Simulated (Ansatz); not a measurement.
## Single-point calculation, with input and output: W$_{12}$HS$_{24}$ (charge +1) (part 2 of 2)

The same run, continued: W$_{12}$HS$_{24}$ (defect cell, 37 atoms in the cell, total charge +1); DFT PBE, scalar-relativistic, plane waves, PAW, spin-polarised (Ansatz 0.2.0); cutoff 420 eV, 2×2×2 k-mesh, Gaussian smearing of 0.05 eV, collinear spins. The structure derives from a Materials Project entry.

### Output, continued
```
  k-point 0 ↑: bands = ["-70.0072", "-69.9694", "-69.9559", "-69.9508", "-69.0291", "-69.0236", "-69.0125", "-69.0124", "-69.0124", "-69.0090", "-69.0048", "-69.0046", "-34.4575", "-34.4387", "-34.4076", "-34.2925", "-34.2255", "-34.2147", "-34.1899", "-34.1800", "-34.1645", "-34.1578", "-34.1121", "-34.0763", "-33.4698", "-33.4698", "-33.4698", "-33.4683", "-33.4675", "-33.4655", "-33.3197", "-33.3093", "-33.2585", "-33.2585", "-33.2585", "-33.2512", "-33.2463", "-33.2461", "-33.2178", "-33.2178",
      "-33.2178", "-33.2158", "-33.2154", "-33.2136", "-33.1396", "-33.1396", "-33.1368", "-33.1365", "-10.9378", "-9.7911", "-9.7812", "-9.6553", "-8.9294", "-8.6748", "-8.6430", "-8.4794", "-8.4046", "-8.3604", "-8.1577", "-8.1461", "-7.6967", "-7.6901", "-7.6839", "-7.6760", "-7.6758", "-7.6758", "-7.4114", "-7.4093", "-7.4071", "-7.4054", "-7.4052", "-7.4052", "-3.4218", "-2.4951", "-2.4653", "-2.4144", "-1.6589", "-1.5063", "-1.5027", "-1.5006",
      "-1.4943", "-1.4942", "-1.4940", "-1.3710", "-1.3515", "-1.2207", "-1.1923", "-0.8007", "-0.4718", "-0.3762", "-0.1666", "-0.1631", "-0.1625", "-0.1535", "-0.1523", "-0.1519", "0.4259", "0.5421", "0.5492", "0.5538", "0.5604", "0.5669", "0.5673", "0.5680", "0.5682", "0.6735", "1.1257", "1.1826", "1.5514", "1.5522", "1.5529", "1.5554", "1.5554", "1.5554", "1.8137", "1.8347", "1.9265", "2.1143", "2.1147", "2.1174",
      "2.1175", "2.2530", "2.3953", "2.5548", "2.6555", "2.6936", "2.8119", "2.8210", "2.8327", "2.8409", "2.8497", "2.8505", "2.8507", "2.8898", "2.9653", "3.0851", "3.1325", "3.3353", "3.3361", "3.3373", "3.3374", "3.6906", "3.6931", "3.6952", "3.7013", "3.7013", "3.7013", "3.8498", "4.0395", "4.0402", "4.0437", "4.0489", "4.0491", "4.0492", "4.9246", "4.9428", "5.5102", "6.7597", "6.7869", "6.8312",
      "6.8431", "6.9215", "6.9818", "7.0861", "7.2532", "7.2923", "7.6442", "7.8048", "7.8055", "7.8072", "7.8073", "7.8073", "7.8079", "7.8301", "7.8314", "7.8400", "7.8400", "7.8807", "8.0012", "8.0017", "8.0069", "8.0069", "8.0153", "8.1734", "8.2432", "8.2449", "8.2460", "8.2463", "8.2466", "8.2632", "8.6004", "8.6713", "8.7213", "8.9570"]
  k-point 1 ↑: bands = ["-70.0072", "-69.9694", "-69.9559", "-69.9508", "-69.0291", "-69.0236", "-69.0125", "-69.0124", "-69.0124", "-69.0090", "-69.0048", "-69.0046", "-34.4575", "-34.4387", "-34.4076", "-34.2925", "-34.2255", "-34.2147", "-34.1899", "-34.1800", "-34.1645", "-34.1578", "-34.1121", "-34.0763", "-33.4698", "-33.4698", "-33.4698", "-33.4683", "-33.4675", "-33.4655", "-33.3197", "-33.3093", "-33.2585", "-33.2585", "-33.2585", "-33.2512", "-33.2463", "-33.2461", "-33.2178", "-33.2178",
      "-33.2178", "-33.2158", "-33.2154", "-33.2136", "-33.1396", "-33.1396", "-33.1368", "-33.1365", "-10.9378", "-9.7911", "-9.7812", "-9.6553", "-8.9294", "-8.6748", "-8.6430", "-8.4794", "-8.4046", "-8.3604", "-8.1577", "-8.1461", "-7.6967", "-7.6901", "-7.6839", "-7.6760", "-7.6758", "-7.6758", "-7.4114", "-7.4093", "-7.4071", "-7.4054", "-7.4052", "-7.4052", "-3.4218", "-2.4951", "-2.4653", "-2.4144", "-1.6589", "-1.5063", "-1.5027", "-1.5006",
      "-1.4943", "-1.4942", "-1.4940", "-1.3710", "-1.3515", "-1.2207", "-1.1923", "-0.8007", "-0.4718", "-0.3762", "-0.1666", "-0.1631", "-0.1625", "-0.1535", "-0.1523", "-0.1519", "0.4259", "0.5421", "0.5492", "0.5538", "0.5604", "0.5669", "0.5673", "0.5680", "0.5682", "0.6735", "1.1257", "1.1826", "1.5514", "1.5522", "1.5529", "1.5554", "1.5554", "1.5554", "1.8137", "1.8347", "1.9265", "2.1143", "2.1147", "2.1174",
      "2.1175", "2.2530", "2.3953", "2.5548", "2.6555", "2.6936", "2.8120", "2.8210", "2.8327", "2.8409", "2.8497", "2.8505", "2.8507", "2.8898", "2.9653", "3.0851", "3.1325", "3.3353", "3.3361", "3.3373", "3.3374", "3.6906", "3.6931", "3.6952", "3.7013", "3.7013", "3.7013", "3.8498", "4.0395", "4.0402", "4.0437", "4.0489", "4.0491", "4.0492", "4.9245", "4.9428", "5.5102", "6.7597", "6.7869", "6.8312",
      "6.8431", "6.9215", "6.9818", "7.0861", "7.2532", "7.2923", "7.6442", "7.8048", "7.8055", "7.8072", "7.8073", "7.8073", "7.8079", "7.8301", "7.8314", "7.8399", "7.8400", "7.8807", "8.0012", "8.0017", "8.0069", "8.0069", "8.0153", "8.1734", "8.2432", "8.2449", "8.2460", "8.2463", "8.2466", "8.2632", "8.6004", "8.6713", "8.7213", "8.9570"]
  k-point 2 ↑: bands = ["-70.0063", "-69.9670", "-69.9592", "-69.9508", "-69.0208", "-69.0208", "-69.0175", "-69.0129", "-69.0125", "-69.0124", "-69.0070", "-69.0046", "-34.4115", "-34.3797", "-34.2992", "-34.2629", "-34.2392", "-34.2170", "-34.2146", "-34.2076", "-34.2011", "-34.1863", "-34.1754", "-34.1318", "-33.4090", "-33.4090", "-33.4083", "-33.4045", "-33.3070", "-33.3070", "-33.3058", "-33.3026", "-33.2892", "-33.2892", "-33.2808", "-33.2805", "-33.2805", "-33.2787", "-33.2768", "-33.2763",
      "-33.2586", "-33.2585", "-33.2494", "-33.2461", "-33.1789", "-33.1789", "-33.1781", "-33.1742", "-10.3285", "-9.8368", "-9.2721", "-8.8767", "-8.8676", "-8.8619", "-8.8614", "-8.8030", "-8.7054", "-8.7047", "-8.4197", "-8.3832", "-7.8261", "-7.8180", "-7.8125", "-7.8122", "-7.7255", "-7.7134", "-7.7058", "-7.7057", "-7.3885", "-7.3840", "-7.3816", "-7.3814", "-2.8679", "-1.7665", "-1.7121", "-1.4969", "-1.2850", "-1.2155", "-1.1040", "-0.7321",
      "-0.7257", "-0.7198", "-0.7195", "-0.5341", "-0.5070", "-0.4966", "-0.4902", "-0.4757", "-0.3403", "-0.2791", "-0.2772", "-0.2737", "-0.2734", "-0.1373", "0.0473", "0.1900", "0.2434", "0.4089", "0.4762", "0.4834", "0.4892", "0.4894", "0.6441", "0.6821", "0.8205", "0.8341", "0.8463", "0.8465", "1.1129", "1.1144", "1.1249", "1.1251", "1.2240", "1.3075", "1.3743", "1.4219", "1.4318", "1.4391", "1.4467", "1.6673",
      "1.6681", "1.6718", "1.6719", "1.9517", "2.0123", "2.0865", "2.2447", "2.2726", "2.2776", "2.2782", "2.2783", "2.3242", "2.9517", "2.9592", "2.9594", "2.9594", "3.0397", "3.0431", "3.0504", "3.0629", "3.0633", "3.1558", "3.2620", "3.3165", "3.3190", "3.3379", "3.3388", "3.3857", "4.0960", "4.1029", "4.1057", "4.1059", "4.3605", "4.3643", "4.3675", "4.3678", "4.6014", "6.2836", "6.2986", "6.4046",
      "6.4081", "6.5337", "6.7846", "7.1156", "7.1995", "7.2595", "7.2892", "7.3032", "7.3081", "7.3328", "7.3508", "7.3706", "7.4026", "7.4051", "7.4169", "7.4644", "7.5029", "7.5057", "7.5115", "7.5119", "7.9754", "8.0635", "8.1122", "8.1269", "8.1360", "8.1373", "8.2310", "8.2394", "8.2441", "8.2451", "8.3743", "8.3896", "8.3968", "8.3978"]
  k-point 7 ↓: bands = ["-70.0062", "-69.9687", "-69.9547", "-69.9538", "-69.0208", "-69.0208", "-69.0175", "-69.0131", "-69.0124", "-69.0124", "-69.0068", "-69.0047", "-34.3711", "-34.3673", "-34.3089", "-34.2772", "-34.2742", "-34.2530", "-34.2469", "-34.2048", "-34.1979", "-34.1769", "-34.1346", "-34.1132", "-33.4090", "-33.4090", "-33.4076", "-33.4049", "-33.3070", "-33.3070", "-33.3060", "-33.3029", "-33.2892", "-33.2892", "-33.2808", "-33.2806", "-33.2805", "-33.2787", "-33.2772", "-33.2762",
      "-33.2585", "-33.2585", "-33.2493", "-33.2463", "-33.1789", "-33.1788", "-33.1772", "-33.1746", "-10.3231", "-9.8286", "-9.3027", "-8.8732", "-8.8711", "-8.8617", "-8.8615", "-8.7854", "-8.7437", "-8.6680", "-8.4436", "-8.3455", "-7.8234", "-7.8210", "-7.8124", "-7.8123", "-7.7192", "-7.7192", "-7.7058", "-7.7057", "-7.3871", "-7.3857", "-7.3815", "-7.3814", "-3.0273", "-1.7278", "-1.6408", "-1.4462", "-1.3249", "-1.2286", "-0.8859", "-0.7293",
      "-0.7266", "-0.7196", "-0.7196", "-0.5139", "-0.5115", "-0.4981", "-0.4902", "-0.4627", "-0.4263", "-0.2795", "-0.2768", "-0.2736", "-0.2735", "-0.1264", "-0.0170", "0.0709", "0.2771", "0.4090", "0.4782", "0.4813", "0.4892", "0.4894", "0.6100", "0.7260", "0.8270", "0.8279", "0.8457", "0.8467", "1.1050", "1.1172", "1.1245", "1.1252", "1.1936", "1.3457", "1.3998", "1.4244", "1.4274", "1.4391", "1.4434", "1.6671",
      "1.6684", "1.6717", "1.6719", "1.9141", "1.9967", "2.0913", "2.1113", "2.2738", "2.2759", "2.2782", "2.2783", "2.3651", "2.9548", "2.9564", "2.9594", "2.9594", "3.0404", "3.0455", "3.0583", "3.0632", "3.0633", "3.1135", "3.2732", "3.3056", "3.3125", "3.3369", "3.3387", "3.4344", "4.1005", "4.1024", "4.1057", "4.1059", "4.3605", "4.3657", "4.3676", "4.3677", "5.0103", "6.1333", "6.2528", "6.3788",
      "6.4661", "6.5676", "6.9468", "7.0526", "7.1476", "7.2420", "7.2836", "7.3022", "7.3067", "7.3344", "7.3543", "7.3630", "7.3989", "7.4000", "7.4195", "7.4481", "7.5025", "7.5062", "7.5116", "7.5117", "7.8456", "8.0788", "8.1057", "8.1306", "8.1363", "8.1371", "8.2279", "8.2390", "8.2437", "8.2447", "8.3689", "8.3904", "8.3959", "8.3974"]
--- Löwdin populations: 37 sites ---
  site symbol       q [e]    m [muB]
     0      W     13.5271     0.0000
     1      W     13.5192    -0.0000
     2      W     13.5330     0.0000
     3      W     13.5330    -0.0000
     4      W     13.5088    -0.0000
     5      W     13.5076    -0.0000
     6      W     13.5086    -0.0000
     7      W     13.5086    -0.0000
     8      W     13.5058     0.0000
     9      W     13.5058     0.0000
    10      W     13.5059     0.0000
    11      W     13.5059     0.0000
    12      S      6.0678    -0.0000
    13      S      6.0670    -0.0000
    14      S      6.0676    -0.0000
    15      S      6.0677    -0.0000
    16      S      6.1143     0.0000
    17      S      6.1139     0.0000
    18      S      6.1137     0.0000
    19      S      6.1137     0.0000
    20      S      5.9541    -0.0000
    21      S      6.1063     0.0000
    22      S      6.1037    -0.0000
    23      S      6.1036    -0.0000
    24      S      6.1269    -0.0000
    25      S      6.1259    -0.0000
    26      S      6.1324    -0.0000
    27      S      6.1322    -0.0000
    28      S      6.0679     0.0000
    29      S      6.0679     0.0000
    30      S      6.0680     0.0000
    31      S      6.0680     0.0000
    32      S      6.0842     0.0000
    33      S      6.0682     0.0000
    34      S      6.0621    -0.0000
    35      S      6.0619    -0.0000
    36      H      0.8743     0.0000
  spilling = 0.009286 (of n_electrons = 312.000000)
--- Bader charges: 37 sites ---
  site symbol  charge [e]  shift [e]    m [muB]
     0      W      1.3284     0.0042     0.0000
     1      W      1.3897     0.0047     0.0000
     2      W      1.3670     0.0047     0.0000
     3      W      1.3667     0.0046     0.0000
     4      W      1.3982     0.0048     0.0000
     5      W      1.3979     0.0048     0.0000
     6      W      1.3977     0.0048     0.0000
     7      W      1.3979     0.0048     0.0000
     8      W      1.4016     0.0048     0.0000
     9      W      1.4016     0.0048     0.0000
    10      W      1.4016     0.0048     0.0000
    11      W      1.4016     0.0048     0.0000
    12      S     -0.6415     0.0024     0.0000
    13      S     -0.6412     0.0024     0.0000
    14      S     -0.6414     0.0024     0.0000
    15      S     -0.6414     0.0024     0.0000
    16      S     -0.6842     0.0024     0.0000
    17      S     -0.6839     0.0024     0.0000
    18      S     -0.6839     0.0024     0.0000
    19      S     -0.6838     0.0024     0.0000
    20      S     -0.4939     0.0024     0.0000
    21      S     -0.6671     0.0023     0.0000
    22      S     -0.6779     0.0024     0.0000
    23      S     -0.6780     0.0024     0.0000
    24      S     -0.6947     0.0024     0.0000
    25      S     -0.6946     0.0024     0.0000
    26      S     -0.7020     0.0024     0.0000
    27      S     -0.7016     0.0024     0.0000
    28      S     -0.6421     0.0024     0.0000
    29      S     -0.6422     0.0024     0.0000
    30      S     -0.6421     0.0024     0.0000
    31      S     -0.6421     0.0024     0.0000
    32      S     -0.6517     0.0022     0.0000
    33      S     -0.6547     0.0025     0.0000
    34      S     -0.6364     0.0024     0.0000
    35      S     -0.6365     0.0024     0.0000
    36      H      0.1091     0.0040     0.0000
  estimated error of the sums over rays = 4.0e-4 e
```

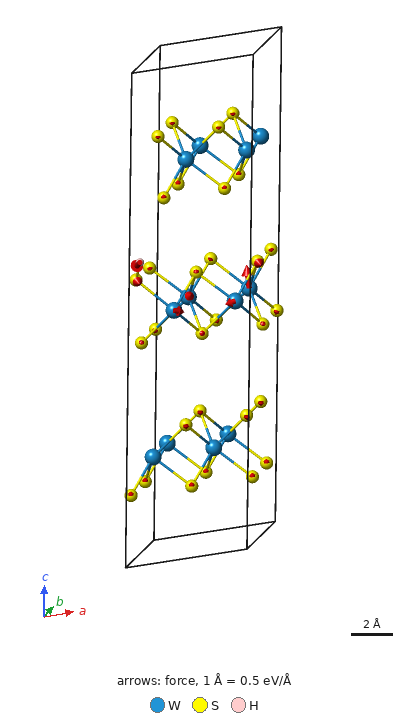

Figure 1. Forces on the atoms as red arrows (ball-and-stick view of the cell of the calculation, with the vacuum cut short, seen slightly off an axis); the smallest are left out. The largest act on W1 (0.60 eV/Å); H37 (0.59 eV/Å); W4 (0.29 eV/Å); S21 (0.28 eV/Å), among others. Atoms are counted from 1 in the order of the input and aren't labelled in the picture. 

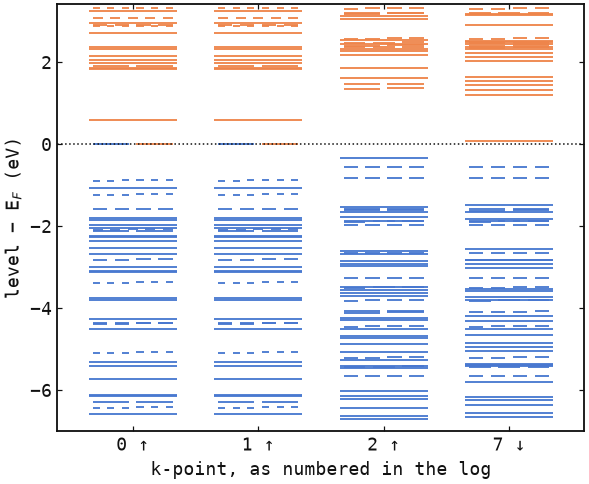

Figure 2. Kohn–Sham levels near the Fermi level (dotted) at the few k-points that the log prints; levels within 0.02 eV of each other stand side by side. The system is metallic on the full mesh.

### Summary

```csv
quantity,value
outcome,converged
electrons treated,312
free energy,−146317.2880 eV
Fermi energy,4.932 eV
gap on the k-point mesh,none (metallic)
net moment of the cell,0.00 μB
integrated absolute moment,0.00 μB
largest force (length of the vector),0.601 eV/Å
wall time,4.4 min (CPU time 17 min)
peak memory,5.2 GiB
```

### Notes

The program warns: some starting moments were not kept. The cell is charged and computed with a neutralising background, so its energy and pressure depend on the cell and aren't those of a real crystal. Spin–orbit coupling is left out, which matters for W. The k-point mesh is coarse for a cell of this size, so the results may not be converged.
